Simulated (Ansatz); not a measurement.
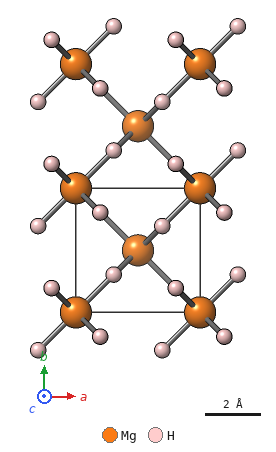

Crystalline MgH2 (built on the rutile type), before the relaxation. Style: ball-and-stick. Shown: the cell of the calculation, repeated 1 × 2 × 1 with one cell outlined, along the c axis.

All numbers below come from DFT, r2SCAN, plane waves, PAW (Ansatz 0.2.0).

Input
```yaml
crystal:
  lattice:
    - [4.516161288, 0.0, 0.0]
    - [0.0, 4.516161288, 0.0]
    - [0.0, 0.0, 3.0126795423]
  atoms:
    - { symbol: Mg, position: [0.0, 0.0, 0.0] }
    - { symbol: Mg, position: [0.5, 0.5, 0.5] }
    - { symbol: H, position: [0.3044145885, 0.3044145885, 0.0] }
    - { symbol: H, position: [0.1955854115, 0.8044145885, 0.5] }
    - { symbol: H, position: [0.8044145885, 0.1955854115, 0.5] }
    - { symbol: H, position: [0.6955854115, 0.6955854115, 0.0] }
kpoints:
  mp_grid: { grid: [6, 6, 8] }
hamiltonian:
  xc: r2scan
scf:
  occupations: { method: fermi_dirac, width: 0.02 }
relax:
  f_tol: 0.005
  cell: {}
```

Run as
```bash
ansatz run input.yaml --threads 2 --pin off --max-ram 20275MiB --backend cpu --events-out ev --progress --plain --runs-dir out
```

**Where does the relaxation end?**

After 3 accepted moves (4 points after the start) the energy has fallen by 0.6 meV per atom. Largest force component: 0.012 eV/Å at the start, 0.00029 eV/Å at the end. The pressure goes from −1.01 to −0.01 GPa. At 1 point the geometry stayed and the basis and grid were re-selected for the new cell (energy shift of 0.1 meV per atom at most each time). No atom moves by more than 0.005 Å relative to the cell. The volume changes by −1.9 %, with a = b 4.516 → 4.485 Å (−0.7 %), c 3.013 → 2.996 Å (−0.5 %). Some distances before and after: Mg1–H4 1.957 → 1.944 Å, Mg1–H3 1.944 → 1.932 Å. The space group stays P4_2/mnm (No. 136). The run took 8.5 s on 2 threads of AMD EPYC 7R13 Processor (Zen 3), on a shared host, peak memory 0.72 GiB.

History of the run:

| step | E − E(0), meV/atom | largest force component, eV/Å | pressure, GPa | volume, Å³/atom | note |
| --- | --- | --- | --- | --- | --- |
| 0 | 0.00 | 0.0116 | -1.01 | 10.241 |  |
| 1 | -0.68 | 0.0066 | 0.08 | 10.030 |  |
| 2 | -0.69 | 0.0030 | 0.01 | 10.044 |  |
| 3 | -0.69 | 0.0004 | 0.00 | 10.045 |  |
| 4 | -0.63 | 0.0003 | -0.01 | 10.045 | same geometry, new basis |

Final geometry:

```xyz
6
Lattice="4.4849 0.0000 0.0000 0.0000 4.4849 0.0000 0.0000 0.0000 2.9965" Properties=species:S:1:pos:R:3 pbc="T T T"
Mg    4.4849    4.4849    2.9965
Mg    2.2424    2.2424    1.4982
H     1.3665    1.3665    2.9965
H     0.8760    3.6089    1.4982
H     3.6089    0.8760    1.4982
H     3.1184    3.1184    2.9965
```
